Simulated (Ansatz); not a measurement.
# Geometry relaxation of Sc5AlN6 (part 2 of 2)

Continued. System: Sc5AlN6 (P-3m1, 12 atoms in the cell). Method: DFT PBE, scalar-relativistic, plane waves, PAW, no spin polarisation (Ansatz 0.2.0); cutoff 420 eV, 12×12×4 k-mesh, Gaussian smearing of 0.01 eV. The structure was made by a generator, so it may or may not be a known phase.

**Output, continued**
```
  k-point 0: bands = ["-35.9950", "-35.9948", "-35.8545", "-35.8250", "-35.7882", "-14.9319", "-14.8778", "-14.7000", "-14.4904", "-14.4085", "-14.4085", "-14.4084", "-14.4084", "-14.3030", "-14.2670", "-14.2670", "-14.2532", "-14.2532", "-14.2307", "-14.2307", "-2.8153", "-1.5830", "-1.5177", "-0.6880", "-0.5208", "0.0679", "6.9039", "8.0209", "8.2843", "9.7768", "9.7768", "10.0915", "10.0915", "10.3669", "10.3669", "10.4724", "10.6601", "11.1665", "11.1665", "11.5767", "11.5767", "12.2394", "12.2394", "12.3569", "14.7649", "14.9503", "14.9503", "15.1353", "15.3085", "15.3085", "15.7264", "15.7338", "15.7338", "16.0122", "16.3418", "16.3418"]
  k-point 1: bands = ["-35.9949", "-35.9948", "-35.8545", "-35.8250", "-35.7882", "-14.9334", "-14.8752", "-14.7018", "-14.4894", "-14.4085", "-14.4085", "-14.4084", "-14.4084", "-14.3033", "-14.2670", "-14.2670", "-14.2532", "-14.2532", "-14.2307", "-14.2307", "-2.8143", "-1.6802", "-1.3572", "-0.8742", "-0.3641", "0.0328", "6.9537", "7.7195", "8.6901", "9.7931", "9.7931", "9.9172", "10.0280", "10.0280", "10.4597", "10.4597", "11.0476", "11.0476", "11.1982", "11.6894", "11.6894", "12.1976", "12.1976", "12.1977", "14.8071", "14.9670", "14.9670", "15.1498", "15.2799", "15.2799", "15.5896", "15.7556", "15.7556", "16.1846", "16.3075", "16.3075"]
  k-point 2: bands = ["-35.9949", "-35.9949", "-35.8545", "-35.8250", "-35.7882", "-14.9347", "-14.8728", "-14.7036", "-14.4883", "-14.4085", "-14.4085", "-14.4084", "-14.4084", "-14.3036", "-14.2670", "-14.2670", "-14.2532", "-14.2532", "-14.2307", "-14.2307", "-2.8132", "-1.7238", "-1.1470", "-1.1033", "-0.2501", "-0.0200", "7.0217", "7.5332", "9.1775", "9.3851", "9.8159", "9.8159", "9.9726", "9.9726", "10.5586", "10.5586", "10.9305", "10.9305", "11.6723", "11.7943", "11.7943", "11.8648", "12.1414", "12.1414", "14.8495", "14.9861", "14.9861", "15.1749", "15.2508", "15.2508", "15.4837", "15.7743", "15.7743", "16.3219", "16.3219", "16.3534"]
  k-point 68: bands = ["-35.9115", "-35.9115", "-35.7478", "-35.7478", "-35.7376", "-14.8138", "-14.8077", "-14.8040", "-14.8040", "-14.7363", "-14.7363", "-14.6564", "-14.6352", "-14.6352", "-14.6027", "-14.5201", "-14.5201", "-14.3822", "-14.3822", "-14.3655", "-0.6355", "-0.6355", "-0.2114", "-0.2113", "-0.1932", "-0.1932", "6.5165", "7.9054", "7.9054", "8.3113", "8.6771", "8.6771", "8.6855", "9.1900", "9.1900", "9.5728", "9.5903", "9.5903", "9.9089", "9.9506", "9.9817", "9.9817", "10.8027", "10.8027", "15.7073", "15.7584", "15.7882", "15.7882", "16.1130", "16.1130", "16.6569", "16.6569", "16.6655", "16.8771", "17.0364", "17.0364"]
--- Relaxed structure (4 steps of the walk, 4 accepted, 2 SCFs on fresh bases) ---
  F+E_penalty+E_count = -13541.53792351 eV   max|allowed force component| = 3.252e-5 eV/Å   (the final SCF, on the basis selected at the relaxed cell)
  cell:  # Å, volume = 131.7627 Å³
    - [3.147135659921448, 0.0, 0.0]
    - [-1.573567829960724, 2.725499430647878, -8.802448889556528e-33]
    - [0.0, -4.961365201654617e-32, 15.361409111384742]
  atoms:
    - { symbol: Sc, position: [0.33333333333333337, 0.6666666666666667, 0.8294753763410373] }
    - { symbol: Sc, position: [0.6666666666666667, 0.33333333333333337, 0.6587355448053397] }
    - { symbol: Sc, position: [0.33333333333333337, 0.6666666666666667, 0.34126445519466003] }
    - { symbol: Sc, position: [0.6666666666666667, 0.33333333333333337, 0.1705246236589628] }
    - { symbol: Sc, position: [1.3007542254988617e-35, -8.832964633286254e-36, -1.2865758572358875e-22] }
    - { symbol: Al, position: [2.0191846573606307e-36, -2.0610250811002005e-35, 0.5] }
    - { symbol: N, position: [-7.65054969480052e-35, -2.0315818656558533e-34, 0.7441714758798322] }
    - { symbol: N, position: [0.33333333333333337, 0.6666666666666667, 0.5736887439105346] }
    - { symbol: N, position: [0.6666666666666667, 0.33333333333333337, 0.42631125608946535] }
    - { symbol: N, position: [1.2115851081876503e-34, 1.9726954347672615e-34, 0.2558285241201678] }
    - { symbol: N, position: [0.33333333333333337, 0.6666666666666667, 0.08526706335089788] }
    - { symbol: N, position: [0.6666666666666667, 0.33333333333333337, 0.914732936649102] }
```

**Trajectory as extended XYZ (Å, eV, eV/Å), 6 frames, from step=1 to step=6**
```
12
Lattice="3.1471 0.0000 0.0000 -1.5736 2.7255 0.0000 0.0000 0.0000 15.3618" Properties=species:S:1:pos:R:3:forces:R:3 step=1 energy=-13541.53792 pressure_GPa=-0.00
Sc    0.0000    1.8170   12.7423    0.0000   0.0000  -0.0039
Sc    1.5736    0.9085   10.1195    0.0000   0.0000  -0.0056
Sc    0.0000    1.8170    5.2423    0.0000   0.0000   0.0056
Sc    1.5736    0.9085    2.6195    0.0000   0.0000   0.0039
Sc    0.0000    0.0000    0.0000    0.0000   0.0000   0.0000
Al    0.0000    0.0000    7.6809    0.0000   0.0000   0.0000
N     0.0000    0.0000   11.4316    0.0000   0.0000   0.0050
N     0.0000    1.8170    8.8127    0.0000   0.0000   0.0044
N     1.5736    0.9085    6.5491    0.0000   0.0000  -0.0044
N     0.0000    0.0000    3.9302    0.0000   0.0000  -0.0050
N     0.0000    1.8170    1.3100    0.0000   0.0000  -0.0025
N     1.5736    0.9085   14.0518    0.0000   0.0000   0.0025
12
Lattice="3.1472 0.0000 0.0000 -1.5736 2.7255 0.0000 0.0000 0.0000 15.3610" Properties=species:S:1:pos:R:3:forces:R:3 step=2 energy=-13541.53793 pressure_GPa=0.00
Sc    0.0000    1.8170   12.7416    0.0000   0.0000  -0.0003
Sc    1.5736    0.9085   10.1188    0.0000   0.0000   0.0001
Sc    0.0000    1.8170    5.2422    0.0000   0.0000  -0.0001
Sc    1.5736    0.9085    2.6194    0.0000   0.0000   0.0003
Sc    0.0000    0.0000    0.0000    0.0000   0.0000   0.0000
Al    0.0000    0.0000    7.6805    0.0000   0.0000   0.0000
N     0.0000    0.0000   11.4312    0.0000   0.0000   0.0003
N     0.0000    1.8170    8.8124    0.0000   0.0000   0.0007
N     1.5736    0.9085    6.5486    0.0000   0.0000  -0.0007
N     0.0000    0.0000    3.9298    0.0000   0.0000  -0.0003
N     0.0000    1.8170    1.3098    0.0000   0.0000  -0.0001
N     1.5736    0.9085   14.0512    0.0000   0.0000   0.0001
12
Lattice="3.1471 0.0000 0.0000 -1.5735 2.7255 0.0000 0.0000 0.0000 15.3619" Properties=species:S:1:pos:R:3:forces:R:3 step=3 energy=-13541.53793 pressure_GPa=0.00
Sc    0.0000    1.8170   12.7423    0.0000   0.0000   0.0004
Sc    1.5735    0.9085   10.1194    0.0000   0.0000   0.0005
Sc    0.0000    1.8170    5.2425    0.0000   0.0000  -0.0005
Sc    1.5735    0.9085    2.6196    0.0000   0.0000  -0.0004
Sc    0.0000    0.0000    0.0000    0.0000   0.0000   0.0000
Al    0.0000    0.0000    7.6809    0.0000   0.0000   0.0000
N     0.0000    0.0000   11.4319    0.0000   0.0000  -0.0005
N     0.0000    1.8170    8.8130    0.0000   0.0000  -0.0006
N     1.5735    0.9085    6.5489    0.0000   0.0000   0.0006
N     0.0000    0.0000    3.9300    0.0000   0.0000   0.0005
N     0.0000    1.8170    1.3099    0.0000   0.0000   0.0002
N     1.5735    0.9085   14.0520    0.0000   0.0000  -0.0002
12
Lattice="3.1471 0.0000 0.0000 -1.5735 2.7255 0.0000 0.0000 0.0000 15.3619" Properties=species:S:1:pos:R:3:forces:R:3 step=4 energy=-13541.53794 pressure_GPa=0.00
Sc    0.0000    1.8170   12.7423    0.0000   0.0000   0.0004
Sc    1.5735    0.9085   10.1194    0.0000   0.0000   0.0005
Sc    0.0000    1.8170    5.2425    0.0000   0.0000  -0.0005
Sc    1.5735    0.9085    2.6196    0.0000   0.0000  -0.0004
Sc    0.0000    0.0000    0.0000    0.0000   0.0000   0.0000
Al    0.0000    0.0000    7.6809    0.0000   0.0000   0.0000
N     0.0000    0.0000   11.4319    0.0000   0.0000  -0.0005
N     0.0000    1.8170    8.8130    0.0000   0.0000  -0.0006
N     1.5735    0.9085    6.5489    0.0000   0.0000   0.0006
N     0.0000    0.0000    3.9300    0.0000   0.0000   0.0005
N     0.0000    1.8170    1.3099    0.0000   0.0000   0.0002
N     1.5735    0.9085   14.0520    0.0000   0.0000  -0.0002
12
Lattice="3.1471 0.0000 0.0000 -1.5736 2.7255 0.0000 0.0000 0.0000 15.3614" Properties=species:S:1:pos:R:3:forces:R:3 step=5 energy=-13541.53794 pressure_GPa=0.00
Sc    0.0000    1.8170   12.7419    0.0000   0.0000   0.0000
Sc    1.5736    0.9085   10.1191    0.0000   0.0000   0.0000
Sc    0.0000    1.8170    5.2423    0.0000   0.0000   0.0000
Sc    1.5736    0.9085    2.6195    0.0000   0.0000   0.0000
Sc    0.0000    0.0000    0.0000    0.0000   0.0000   0.0000
Al    0.0000    0.0000    7.6807    0.0000   0.0000   0.0000
N     0.0000    0.0000   11.4315    0.0000   0.0000   0.0000
N     0.0000    1.8170    8.8127    0.0000   0.0000   0.0000
N     1.5736    0.9085    6.5487    0.0000   0.0000   0.0000
N     0.0000    0.0000    3.9299    0.0000   0.0000   0.0000
N     0.0000    1.8170    1.3098    0.0000   0.0000   0.0000
N     1.5736    0.9085   14.0516    0.0000   0.0000   0.0000
12
Lattice="3.1471 0.0000 0.0000 -1.5736 2.7255 0.0000 0.0000 0.0000 15.3614" Properties=species:S:1:pos:R:3:forces:R:3 step=6 energy=-13541.53792 pressure_GPa=0.00
Sc    0.0000    1.8170   12.7419    0.0000   0.0000   0.0000
Sc    1.5736    0.9085   10.1191    0.0000   0.0000   0.0000
Sc    0.0000    1.8170    5.2423    0.0000   0.0000   0.0000
Sc    1.5736    0.9085    2.6195    0.0000   0.0000   0.0000
Sc    0.0000    0.0000    0.0000    0.0000   0.0000   0.0000
Al    0.0000    0.0000    7.6807    0.0000   0.0000   0.0000
N     0.0000    0.0000   11.4315    0.0000   0.0000   0.0000
N     0.0000    1.8170    8.8127    0.0000   0.0000   0.0000
N     1.5736    0.9085    6.5487    0.0000   0.0000   0.0000
N     0.0000    0.0000    3.9299    0.0000   0.0000   0.0000
N     0.0000    1.8170    1.3098    0.0000   0.0000   0.0000
N     1.5736    0.9085   14.0516    0.0000   0.0000   0.0000
```

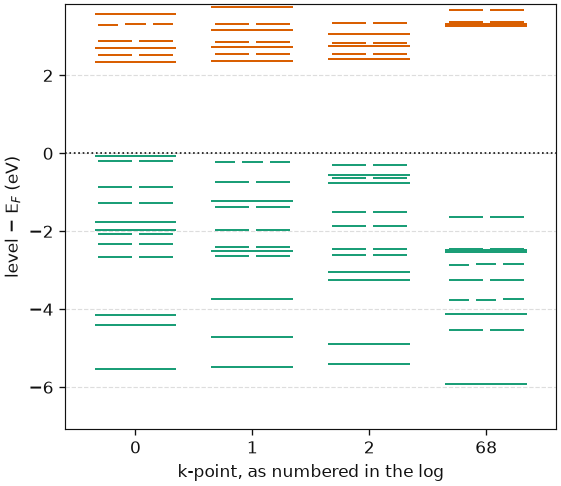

Kohn–Sham levels near the Fermi level (dotted) at the few k-points that the log prints; levels within 0.02 eV of each other stand side by side. Among these points the highest filled and lowest empty levels are 2.41 eV apart; the gap on the full mesh, 0.14 eV, has an edge at a point that isn't printed.

This output came from the following input.

**Input**
```yaml
crystal:
  lattice:
    - [3.1471205252, 0.0, 0.0]
    - [-1.5735602626, 2.7254863236, 0.0]
    - [0.0, 0.0, 15.361785309]
  atoms:
    - { symbol: Sc, position: [0.3333333333, 0.6666666667, 0.8294803344] }
    - { symbol: Sc, position: [0.6666666667, 0.3333333333, 0.6587429112] }
    - { symbol: Sc, position: [0.3333333333, 0.6666666667, 0.3412570888] }
    - { symbol: Sc, position: [0.6666666667, 0.3333333333, 0.1705196656] }
    - { symbol: Sc, position: [0.0, 0.0, 0.0] }
    - { symbol: Al, position: [0.0, 0.0, 0.5] }
    - { symbol: "N", position: [0.0, 0.0, 0.7441588808] }
    - { symbol: "N", position: [0.3333333333, 0.6666666667, 0.5736765987] }
    - { symbol: "N", position: [0.6666666667, 0.3333333333, 0.4263234013] }
    - { symbol: "N", position: [0.0, 0.0, 0.2558411192] }
    - { symbol: "N", position: [0.3333333333, 0.6666666667, 0.0852735684] }
    - { symbol: "N", position: [0.6666666667, 0.3333333333, 0.9147264316] }
basis:
  ecutwfc: 420
kpoints:
  mp_grid: { grid: [12, 12, 4] }
hamiltonian:
  xc: pbe
scf:
  occupations: { method: gaussian, width: 0.01 }
output:
  forces: true
  stress: true
  eigenvalues: true
relax:
  adjacent_minimum: "off"
  f_tol: 0.001
  max_steps: 60
  cell: { stress_tol: 0.01 }
```

Launched with:
```bash
ansatz run input.yaml --threads 1 --pin off --max-ram 2560MiB --backend cpu --events-out ev --progress --plain --runs-dir out
```

**Key numbers**

| quantity | value |
| --- | --- |
| outcome | converged |
| space group (tolerance 0.01 Å) | P-3m1 (164) |
| electrons treated | 88 |
| free energy | −13541.5379 eV |
| Fermi energy | 12.428 eV |
| gap on the k-point mesh | 0.14 eV |
| pressure | 0.00 GPa |
| final volume | 131.76 Å³ |
| largest force (length of the vector) at the end | under 0.001 eV/Å |
| final cell | a = 3.147 Å, b = 3.147 Å, c = 15.361 Å, α = 90.00°, β = 90.00°, γ = 120.00° |
| hardware | 1 thread of Intel Xeon @ 2.50GHz (Skylake/Cascade Lake), 189 GiB of memory available, shared host |
| wall time | 5.5 min |
| peak memory | 0.69 GiB |
